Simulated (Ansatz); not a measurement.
## Run report: Si$_{3}$N$_{4}$, field-gradient calculation (part 2 of 2)

Continued. System: Si$_{3}$N$_{4}$ (I-43d, 14 atoms in the cell). Method: DFT, PBE, plane waves, PAW, no spin polarisation (Ansatz 0.2.0); cutoff 500 eV, 6×6×6 k-mesh, Fermi–Dirac smearing of 0.02 eV. The structure derives from an entry of the Crystallography Open Database.

Geometry of the input (Å; fractional positions):
```
-3.2374  3.2374  3.2374
3.2374  -3.2374  3.2374
3.2374  3.2374  -3.2374
Si 0.2500  0.1250  0.8750
Si 0.8750  0.2500  0.1250
Si 0.7500  0.3750  0.6250
Si 0.6250  0.7500  0.3750
Si 0.1250  0.8750  0.2500
Si 0.3750  0.6250  0.7500
N  0.5628  0.5628  0.5628
N  0.4372  0.5000  0.0000
N  0.5000  0.0000  0.9372
N  0.0000  0.4372  0.5000
N  0.9372  0.5000  -0.0000
N  0.0628  0.0628  0.0628
N  -0.0000  0.9372  0.5000
N  0.5000  -0.0000  0.4372
```

File populations.tsv
```
# site	symbol	l	j	q
# orbitals = lowdin
# n_electrons = 64.000000
# spilling = 0.013751
0	Si	0_3S	-	0.815178
0	Si	1_3P	-	1.774313
1	Si	0_3S	-	0.815178
1	Si	1_3P	-	1.774313
2	Si	0_3S	-	0.815178
2	Si	1_3P	-	1.774313
3	Si	0_3S	-	0.815178
3	Si	1_3P	-	1.774313
4	Si	0_3S	-	0.815178
4	Si	1_3P	-	1.774313
5	Si	0_3S	-	0.815178
5	Si	1_3P	-	1.774313
6	N	0_2S	-	1.376101
6	N	1_2P	-	4.571771
7	N	0_2S	-	1.376101
7	N	1_2P	-	4.571771
8	N	0_2S	-	1.376101
8	N	1_2P	-	4.571771
9	N	0_2S	-	1.376101
9	N	1_2P	-	4.571771
10	N	0_2S	-	1.376101
10	N	1_2P	-	4.571771
11	N	0_2S	-	1.376101
11	N	1_2P	-	4.571771
12	N	0_2S	-	1.376101
12	N	1_2P	-	4.571771
13	N	0_2S	-	1.376101
13	N	1_2P	-	4.571771
```

File rho_z.tsv
```
# z_ang	rho[e/angstrom^3]
# format = ansatz-planar-average/11
# lattice	-3.237350000	3.237350000	3.237350000
# lattice	3.237350000	-3.237350000	3.237350000
# lattice	3.237350000	3.237350000	-3.237350000
# sites	14
# site	14	2.428012500	3.237350000	-1.618675000
# site	14	-1.618675000	2.428012500	3.237350000
# site	14	0.809337500	3.237350000	1.618675000
# site	14	1.618675000	0.809337500	3.237350000
# site	14	3.237350000	-1.618675000	2.428012500
# site	14	3.237350000	1.618675000	0.809337500
# site	7	1.821980580	1.821980580	1.821980580
# site	7	0.203305580	-0.203305580	3.034044420
# site	7	1.415369420	4.652719420	-1.415369420
# site	7	3.034044420	0.203305580	-0.203305580
# site	7	-1.415369420	1.415369420	4.652719420
# site	7	0.203305580	0.203305580	0.203305580
# site	7	4.652719420	-1.415369420	1.415369420
# site	7	-0.203305580	3.034044420	0.203305580
0.000000	7.559745e-1
0.124606	7.414971e-1
0.249211	7.012173e-1
0.373817	6.423886e-1
0.498423	5.726134e-1
0.623028	4.984630e-1
0.747634	4.258269e-1
0.872240	3.600123e-1
0.996845	3.056134e-1
1.121451	2.656905e-1
1.246057	2.408731e-1
1.370662	2.304299e-1
1.495268	2.338989e-1
1.619874	2.514324e-1
1.744479	2.837475e-1
1.869085	3.311421e-1
1.993691	3.917591e-1
2.118296	4.616095e-1
2.242902	5.357045e-1
2.367508	6.084374e-1
2.492113	6.736231e-1
2.616719	7.241757e-1
2.741325	7.523004e-1
2.865930	7.523004e-1
2.990536	7.241757e-1
3.115141	6.736231e-1
3.239747	6.084374e-1
3.364353	5.357045e-1
3.488958	4.616095e-1
3.613564	3.917591e-1
3.738170	3.311421e-1
3.862775	2.837475e-1
3.987381	2.514324e-1
4.111987	2.338989e-1
4.236592	2.304299e-1
4.361198	2.408731e-1
4.485804	2.656905e-1
4.610409	3.056134e-1
4.735015	3.600123e-1
4.859621	4.258269e-1
4.984226	4.984630e-1
5.108832	5.726134e-1
5.233438	6.423886e-1
5.358043	7.012173e-1
5.482649	7.414971e-1
```

File v_z.tsv
```
# z_ang	v_es[eV]	v_tot[eV]
# format = ansatz-planar-average/11
# xc	pbe
# density_cutoff_ev	2000
# datasets	Si=:simpson_from_first_knot:soft	N=:simpson_from_first_knot:soft
# lattice	-3.237350000	3.237350000	3.237350000
# lattice	3.237350000	-3.237350000	3.237350000
# lattice	3.237350000	3.237350000	-3.237350000
# sites	14
# site	14	2.428012500	3.237350000	-1.618675000
# site	14	-1.618675000	2.428012500	3.237350000
# site	14	0.809337500	3.237350000	1.618675000
# site	14	1.618675000	0.809337500	3.237350000
# site	14	3.237350000	-1.618675000	2.428012500
# site	14	3.237350000	1.618675000	0.809337500
# site	7	1.821980580	1.821980580	1.821980580
# site	7	0.203305580	-0.203305580	3.034044420
# site	7	1.415369420	4.652719420	-1.415369420
# site	7	3.034044420	0.203305580	-0.203305580
# site	7	-1.415369420	1.415369420	4.652719420
# site	7	0.203305580	0.203305580	0.203305580
# site	7	4.652719420	-1.415369420	1.415369420
# site	7	-0.203305580	3.034044420	0.203305580
0.000000	-4.491573e-1	-1.309728e1
0.124606	-2.769700e-1	-1.290004e1
0.249211	2.013291e-1	-1.232332e1
0.373817	8.759679e-1	-1.144399e1
0.498423	1.602913e0	-1.040510e1
0.623028	2.270680e0	-9.353890e0
0.747634	2.828966e0	-8.394626e0
0.872240	3.240890e0	-7.594321e0
0.996845	3.482689e0	-6.987653e0
1.121451	3.613700e0	-6.541932e0
1.246057	3.662049e0	-6.262018e0
1.370662	3.650630e0	-6.161398e0
1.495268	3.658227e0	-6.192306e0
1.619874	3.649014e0	-6.378411e0
1.744479	3.558036e0	-6.746541e0
1.869085	3.380722e0	-7.267893e0
1.993691	3.056378e0	-7.970883e0
2.118296	2.565218e0	-8.858255e0
2.242902	1.948596e0	-9.873198e0
2.367508	1.241293e0	-1.093468e1
2.492113	5.231098e-1	-1.191344e1
2.616719	-7.072631e-2	-1.265631e1
2.741325	-4.055094e-1	-1.304785e1
2.865930	-4.055094e-1	-1.304785e1
2.990536	-7.072631e-2	-1.265631e1
3.115141	5.231098e-1	-1.191344e1
3.239747	1.241293e0	-1.093468e1
3.364353	1.948596e0	-9.873198e0
3.488958	2.565218e0	-8.858255e0
3.613564	3.056378e0	-7.970883e0
3.738170	3.380722e0	-7.267893e0
3.862775	3.558036e0	-6.746541e0
3.987381	3.649014e0	-6.378411e0
4.111987	3.658227e0	-6.192306e0
4.236592	3.650630e0	-6.161398e0
4.361198	3.662049e0	-6.262018e0
4.485804	3.613700e0	-6.541932e0
4.610409	3.482689e0	-6.987653e0
4.735015	3.240890e0	-7.594321e0
4.859621	2.828966e0	-8.394626e0
4.984226	2.270680e0	-9.353890e0
5.108832	1.602913e0	-1.040510e1
5.233438	8.759679e-1	-1.144399e1
5.358043	2.013291e-1	-1.232332e1
5.482649	-2.769700e-1	-1.290004e1
```

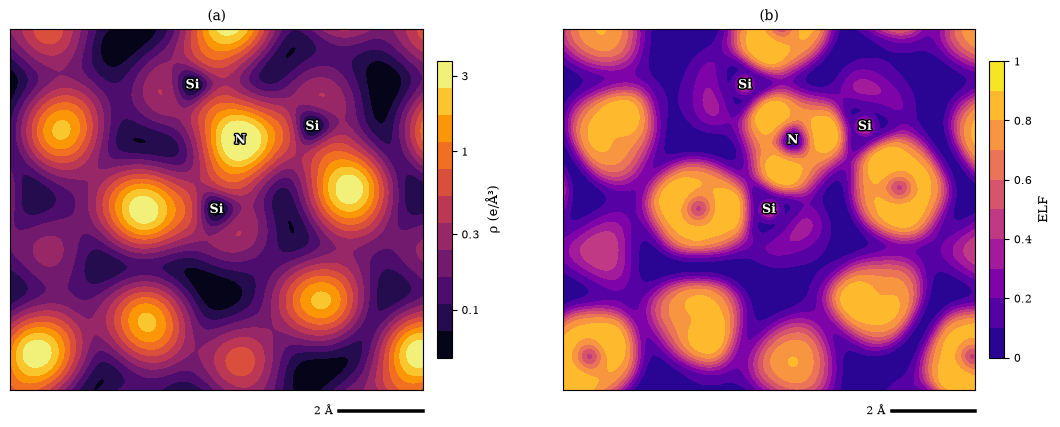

*(a) valence electron density; (b) ELF on the (111) plane of the conventional cell.*

Atoms in the plane: Si and N. Si–N (1.75 Å): ρ at the midpoint is about 1.1 e/Å³; the ELF peaks at about 0.90 between the atoms, which marks a shared but strongly polarised pair. Away from the nuclei the density in this plane falls to 0.05 e/Å³ at its lowest. The fields are those of the smooth PAW valence density.

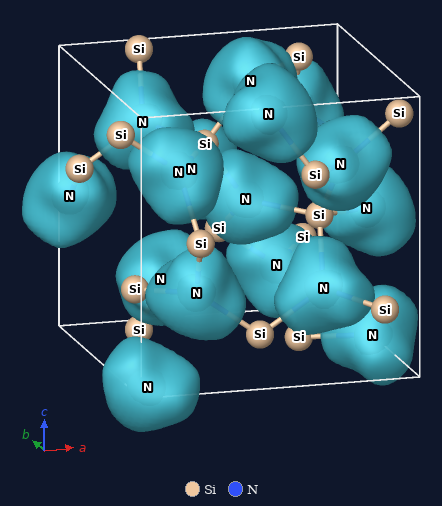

*Isosurface of the electron localisation function at 0.65 (cyan), seen slightly off an axis. Core shells and regions of very low density are left out. Sticks mark near contacts. The outline is the cell set on symmetry axes.*

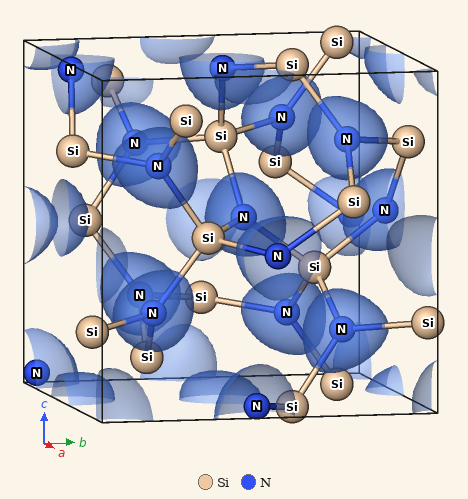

*Isosurface of the valence electron density at 1 e/Å³ (blue), seen slightly off an axis. Sticks mark near contacts. The outline is the cell set on symmetry axes.*

At this value the density breaks into separate islands; it holds about 45 % of the electrons treated as valence. It is pinched off along the Si–N (1.75 Å) contacts. On the grid the lowest density along these lines, outside the cores, is 0.81 e/Å³ (Si–N, 1.75 Å).

Key numbers

```tsv
quantity	value
outcome	converged
space group (tolerance 0.01 Å)	I-43d (220)
electrons treated	64
free energy	−6900.4460 eV
Fermi energy	11.390 eV
gap on the k-point mesh	4.07 eV
pressure	1.97 GPa
field gradient V_zz (10²¹ V/m²)	Si −0.10, Si −0.10, Si −0.10, Si −0.10, Si −0.10, Si −0.10, N −5.78, N −5.78 (the first 8 of 14 sites)
largest force (length of the vector)	0.021 eV/Å
wall time	18 s
peak memory	0.42 GiB
```

Remarks

Settings chosen away from the usual ones: basis.ecutwfc = "500 eV".
